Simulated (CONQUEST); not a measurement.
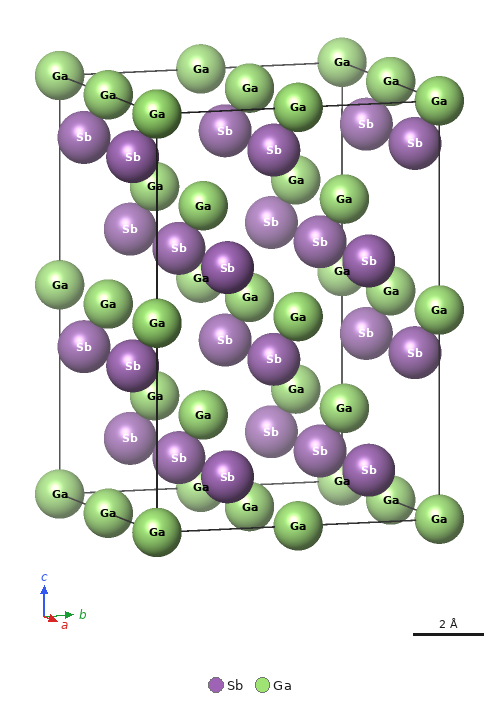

*The structure as given in the input (spheres-only view of the cell of the calculation, seen slightly off an axis).*

## GaSb: polarisation calculation

System: GaSb (32 atoms in the cell).
Method: Kohn-Sham DFT of a periodic cell, PBE, PseudoDojo NC PBE, no spin polarisation (CONQUEST 1.3).

The structure derives from an entry of the Crystallography Open Database.

**The input**
```
IO.Title GaSb
IO.Coordinates coords.dat
IO.FractionalAtomicCoords T
IO.Iprint 2
IO.Iprint_init 1
General.NumberOfSpecies 2
General.PseudopotentialType hamann
General.DistanceUnits A
AtomMove.TypeOfRun static
AtomMove.FullStress T
Grid.GridCutoff 80
DM.SolutionMethod diagon
Diag.MPMesh T
Diag.GammaCentred T
Diag.MPMeshX 1
Diag.MPMeshY 1
Diag.MPMeshZ 1
Diag.kT 0.00367493
minE.SCTolerance 1e-6
SC.MaxIters 100
IO.AtomChargeOutput T
SC.KerkerPreCondition T
SC.KerkerFactor 0.3
SC.LinearMixingFactor 0.3
General.CalcPol T
General.PolDir 0
%block ChemicalSpeciesLabel
1 121.750 Sb
2 69.720 Ga
%endblock
```

Hardware: 1 thread of Intel Xeon (Sapphire Rapids), 16 GiB of memory available, shared host.

Launch command:
```bash
Conquest
```

**Output**
```
Simulation cell dimensions:     8.6522 A  x     8.6522 A  x    12.2360 A

      Atomic coordinates (A )
         Atom         X         Y         Z  Species
            1    0.0000    4.0876    2.8903        1
            2    0.0000    4.0876   14.4517        1
            3    0.0000   12.2627    2.8903        1
            4    0.0000   12.2627   14.4517        1
            5    4.0876    0.0000    8.6710        1
            6    4.0876    0.0000   20.2324        1
            7    4.0876    8.1751    8.6710        1
            8    4.0876    8.1751   20.2324        1
            9    8.1751    4.0876    2.8903        1
           10    8.1751    4.0876   14.4517        1
           11    8.1751   12.2627    2.8903        1
           12    8.1751   12.2627   14.4517        1
           13   12.2627    0.0000    8.6710        1
           14   12.2627    0.0000   20.2324        1
           15   12.2627    8.1751    8.6710        1
           16   12.2627    8.1751   20.2324        1
           17    0.0000    0.0000    0.0000        2
           18    0.0000    0.0000   11.5613        2
           19    0.0000    8.1751    0.0000        2
           20    0.0000    8.1751   11.5613        2
           21    4.0876    4.0876    5.7807        2
           22    4.0876    4.0876   17.3420        2
           23    4.0876   12.2627    5.7807        2
           24    4.0876   12.2627   17.3420        2
           25    8.1751    0.0000    0.0000        2
           26    8.1751    0.0000   11.5613        2
           27    8.1751    8.1751    0.0000        2
           28    8.1751    8.1751   11.5613        2
           29   12.2627    4.0876    5.7807        2
           30   12.2627    4.0876   17.3420        2
           31   12.2627   12.2627    5.7807        2
           32   12.2627   12.2627   17.3420        2

         Monkhorst-Pack mesh:   1 x   1 x   1 gamma-centred
        This calculation includes non-local pseudopotentials,
         with a maximum core radius of      8.05697590

    Job title: GaSb
    Job to be run: static calculation

    Ground state search:
      Support functions represented with PAO basis
      1:1 PAO to SF mapping
      Non-spin-polarised electrons
      Solving for the K matrix using diagonalisation
      Using Fermi-Dirac smearing

    Integration grid size:     72 x   72 x   96

    Integration grid spacing:  0.120 A  x 0.120 A  x 0.127 A

    Number of species:  2
    --------------------------------------------------------
    |   #  mass (au)  Charge (e)  SF Rad (A )  NSF  Label  |
    --------------------------------------------------------
    |   1    121.750      15.000        4.079   14  Sb     |
    |   2     69.720      13.000        4.461   14  Ga     |
    --------------------------------------------------------
          SCF tolerance:                 0.00000100
          SCF iterations:               100

    The functional used will be GGA PBE96

           radial cut-off to be used is taken to be max PAO cut-off radius for this species:    7.435009

           greatest ang. mom. for making density from PAOs:  2

           radial cut-off to be used is taken to be max PAO cut-off radius for this species:    8.056976

           greatest ang. mom. for making density from PAOs:  2
    Minimum blocs/proc is     7776. Maximum blocs/proc is     7776
    set_atom_dens: In set_atomic_density, electrons :     448.000000000000
 matrix_size & matrix_size_padH =          448         448

    Screened ion int: energy:   -2070.493139199044 Ha

    new_SC_potl: Starting.  Tolerance:  0.10000E-05

    PulayMixSC: Starting Pulay mixing, A_up =  0.300 A_dn =  0.300
    PulayMixSC: Spin non-polarised calculation.
    PulayMixSC: with Kerker preconditioning, q0 =  0.300
          Harris-Foulkes Energy            :     -2677.927002009590524 Ha
          GroundState Energy (E-(1/2)TS)   :     -2677.934485704353392 Ha
          Free Energy (E-TS)               :     -2677.941969399116260 Ha
          DFT Total Energy                 :     -2677.752417252536816 Ha
          Total number of electrons        :       447.999999999972943
    PulayMixSC: Pulay iteration     1 residual:              0.54145E-03
          Harris-Foulkes Energy            :     -2677.892640754226250 Ha
          GroundState Energy (E-(1/2)TS)   :     -2677.900569082635684 Ha
          Free Energy (E-TS)               :     -2677.908497411045118 Ha
          DFT Total Energy                 :     -2677.775230791515241 Ha
          Total number of electrons        :       448.000075559462687
    PulayMixSC: Pulay iteration     2 residual:              0.44239E-03
          Harris-Foulkes Energy            :     -2677.820630111998071 Ha
          GroundState Energy (E-(1/2)TS)   :     -2677.830606985613031 Ha
          Free Energy (E-TS)               :     -2677.840583859227991 Ha
          DFT Total Energy                 :     -2677.819767744770616 Ha
          Total number of electrons        :       448.000327681827059
    PulayMixSC: Pulay iteration     3 residual:              0.13016E-03
          Harris-Foulkes Energy            :     -2677.819890558333555 Ha
          GroundState Energy (E-(1/2)TS)   :     -2677.830231756730427 Ha
          Free Energy (E-TS)               :     -2677.840572955127300 Ha
          DFT Total Energy                 :     -2677.820491243996003 Ha
          Total number of electrons        :       448.000215571209537
    PulayMixSC: Pulay iteration     4 residual:              0.27800E-04
          Harris-Foulkes Energy            :     -2677.820193368732362 Ha
          GroundState Energy (E-(1/2)TS)   :     -2677.830468021485103 Ha
          Free Energy (E-TS)               :     -2677.840742674237390 Ha
          DFT Total Energy                 :     -2677.820643465011017 Ha
          Total number of electrons        :       448.000202085905698
    PulayMixSC: Pulay iteration     5 residual:              0.18543E-04
          Harris-Foulkes Energy            :     -2677.820902590071910 Ha
          GroundState Energy (E-(1/2)TS)   :     -2677.831027743632603 Ha
          Free Energy (E-TS)               :     -2677.841152897192842 Ha
          DFT Total Energy                 :     -2677.820953843154257 Ha
          Total number of electrons        :       448.000223234511907
    PulayMixSC: Pulay iteration     6 residual:              0.44605E-05
          Harris-Foulkes Energy            :     -2677.820964150388590 Ha
          GroundState Energy (E-(1/2)TS)   :     -2677.831073775887489 Ha
          Free Energy (E-TS)               :     -2677.841183401385933 Ha
          DFT Total Energy                 :     -2677.820984874310852 Ha
          Total number of electrons        :       448.000221416764987
    PulayMixSC: Pulay iteration     7 residual:              0.29486E-05
          Harris-Foulkes Energy            :     -2677.821045232218239 Ha
          GroundState Energy (E-(1/2)TS)   :     -2677.831124367677603 Ha
          Free Energy (E-TS)               :     -2677.841203503137422 Ha
          DFT Total Energy                 :     -2677.821046776396543 Ha
          Total number of electrons        :       448.000216350827031
    PulayMixSC: Pulay iteration     8 residual:              0.13205E-05
          Harris-Foulkes Energy            :     -2677.821050279508199 Ha
          GroundState Energy (E-(1/2)TS)   :     -2677.831127807835401 Ha
          Free Energy (E-TS)               :     -2677.841205336162602 Ha
          DFT Total Energy                 :     -2677.821050006255973 Ha
          Total number of electrons        :       448.000217936814977
    PulayMixSC: Pulay iteration     9 residual:              0.97171E-06
    PulayMixSC: Reached SCF tolerance of  0.97171E-06 after      9 iterations
      | Number of electrons      =       448.000218
      |* band energy as 2Tr[K.H] =      -359.115069639484204 Ha
      |  screened ion-ion energy =     -2070.493139199044435 Ha
      |  Ha correction           =        12.871631138718442 Ha
      |  XC correction           =      -261.084129306070508 Ha
      | GS Energy as E-(1/2)TS   =     -2677.831127807835401 Ha
      | Free Energy as E-TS      =     -2677.841205336162602 Ha
      |* Harris-Foulkes energy   =     -2677.821050279508199 Ha
      |* DFT total energy        =     -2677.821050006255973 Ha
      |  estimated accuracy      =        -0.000000273252226 Ha

      ========================================================

                    Bulk Polarization
                    ==================

WARNING: This system may be metallic: please take care with polarisation

    Direction:  1
    Total polarisation:        0.497668036467E-16 e / Bohr^2
    Quantum of polarisation:   0.264507704605E-02 e / Bohr^2
    Total polarisation:        0.284739603910E-14 C / m^2
    Direction:  2
    Total polarisation:        0.999367328002E-16 e / Bohr^2
    Quantum of polarisation:   0.264507704605E-02 e / Bohr^2
    Total polarisation:        0.571785680986E-14 C / m^2
    Direction:  3
    Total polarisation:       -0.137730595094E-15 e / Bohr^2
    Quantum of polarisation:   0.374070383187E-02 e / Bohr^2
    Total polarisation:       -0.788022380776E-14 C / m^2

    force: Forces on atoms (Ha/A )
    force:  Atom   X              Y              Z
    force:     1   0.0000000000  -0.0000000000  -0.0000000000
    force:     2   0.0000000000  -0.0000000000  -0.0000000000
    force:     3   0.0000000000   0.0000000000   0.0000000000
    force:     4   0.0000000000   0.0000000000   0.0000000000
    force:     5  -0.0000000000   0.0000000000   0.0000000000
    force:     6  -0.0000000000   0.0000000000  -0.0000000000
    force:     7  -0.0000000000  -0.0000000000   0.0000000000
    force:     8  -0.0000000000   0.0000000000  -0.0000000000
    force:     9  -0.0000000000   0.0000000000  -0.0000000000
    force:    10  -0.0000000000   0.0000000000  -0.0000000000
    force:    11  -0.0000000000  -0.0000000000   0.0000000000
    force:    12  -0.0000000000  -0.0000000000   0.0000000000
    force:    13  -0.0000000000   0.0000000000   0.0000000000
    force:    14   0.0000000000   0.0000000000  -0.0000000000
    force:    15  -0.0000000000  -0.0000000000   0.0000000000
    force:    16  -0.0000000000  -0.0000000000  -0.0000000000
    force:    17  -0.0000000000  -0.0000000000  -0.0000000000
    force:    18  -0.0000000000  -0.0000000000  -0.0000000000
    force:    19  -0.0000000000   0.0000000000   0.0000000000
    force:    20  -0.0000000000   0.0000000000  -0.0000000000
    force:    21  -0.0000000000   0.0000000000   0.0000000000
    force:    22  -0.0000000000   0.0000000000  -0.0000000000
    force:    23  -0.0000000000   0.0000000000  -0.0000000000
    force:    24  -0.0000000000  -0.0000000000  -0.0000000000
    force:    25   0.0000000000  -0.0000000000  -0.0000000000
    force:    26   0.0000000000  -0.0000000000  -0.0000000000
    force:    27   0.0000000000   0.0000000000  -0.0000000000
    force:    28   0.0000000000   0.0000000000  -0.0000000000
    force:    29  -0.0000000000  -0.0000000000   0.0000000000
    force:    30  -0.0000000000  -0.0000000000  -0.0000000000
    force:    31  -0.0000000000  -0.0000000000  -0.0000000000
    force:    32  -0.0000000000  -0.0000000000  -0.0000000000

    force: Maximum force :        0.00000000(Ha/A ) on atom         2 in z direction
    force: Force Residual:        0.00000000 Ha/A
    force: Total stress:         -9.11326442     0.00000000     0.00000000 GPa
                             0.00000000    -9.11326442     0.00000000
                             0.00000000     0.00000000    -4.07228605
    force: Average pressure:      7.43293829 GPa

    force: Finished force
    get_E_and_F: Change in energy during last step of electronic optimisation: -0.50473E-05

    BIBLIOGRAPHY: Please consider citing the following references in the conquest.bib file

    CONQUEST:         Bowler2002pt, Miyazaki2004, Nakata2020
    Basis:            Bowler2019
    DM:               Bowler:2006xr
    Pseudopotentials: Hamann2013, Bowler2019
    XC functional:    Perdew1996

    Warnings written to file Conquest_warnings; please check
```

**File coords.dat**
```
    8.6521585750     0.0000000000     0.0000000000
    0.0000000000     8.6521585750     0.0000000000
    0.0000000000     0.0000000000    12.2360000000
32
  0.0000000000   0.2500000000   0.1250000000 1 T T T
  0.0000000000   0.2500000000   0.6250000000 1 T T T
  0.0000000000   0.7500000000   0.1250000000 1 T T T
  0.0000000000   0.7500000000   0.6250000000 1 T T T
  0.2500000000   0.0000000000   0.3750000000 1 T T T
  0.2500000000   0.0000000000   0.8750000000 1 T T T
  0.2500000000   0.5000000000   0.3750000000 1 T T T
  0.2500000000   0.5000000000   0.8750000000 1 T T T
  0.5000000000   0.2500000000   0.1250000000 1 T T T
  0.5000000000   0.2500000000   0.6250000000 1 T T T
  0.5000000000   0.7500000000   0.1250000000 1 T T T
  0.5000000000   0.7500000000   0.6250000000 1 T T T
  0.7500000000   0.0000000000   0.3750000000 1 T T T
  0.7500000000   0.0000000000   0.8750000000 1 T T T
  0.7500000000   0.5000000000   0.3750000000 1 T T T
  0.7500000000   0.5000000000   0.8750000000 1 T T T
  0.0000000000   0.0000000000   0.0000000000 2 T T T
  0.0000000000   0.0000000000   0.5000000000 2 T T T
  0.0000000000   0.5000000000   0.0000000000 2 T T T
  0.0000000000   0.5000000000   0.5000000000 2 T T T
  0.2500000000   0.2500000000   0.2500000000 2 T T T
  0.2500000000   0.2500000000   0.7500000000 2 T T T
  0.2500000000   0.7500000000   0.2500000000 2 T T T
  0.2500000000   0.7500000000   0.7500000000 2 T T T
  0.5000000000   0.0000000000   0.0000000000 2 T T T
  0.5000000000   0.0000000000   0.5000000000 2 T T T
  0.5000000000   0.5000000000   0.0000000000 2 T T T
  0.5000000000   0.5000000000   0.5000000000 2 T T T
  0.7500000000   0.2500000000   0.2500000000 2 T T T
  0.7500000000   0.2500000000   0.7500000000 2 T T T
  0.7500000000   0.7500000000   0.2500000000 2 T T T
  0.7500000000   0.7500000000   0.7500000000 2 T T T
```

**Key numbers**

- outcome: converged
- space group (tolerance 0.01 Å): F-43m (216)
- electrons treated: 448
- free energy: −72867.7713 eV
- Fermi energy of the self-consistent step: −4.359 eV
- gap on the k-point mesh: 0.30 eV
- pressure: 7.43 GPa
- largest force (length of the vector): under 0.001 eV/Å
- wall time: 2.8 min
- peak memory: 3.2 GiB

The settings depart from the standard set-up of this series, which can bear on the numbers. Further notes kept with the run: buildK: This system may be metallic: please take care with polarisation. Points of doubt noted for this run: output prints bohr positions as angstrom; small atomic basis.
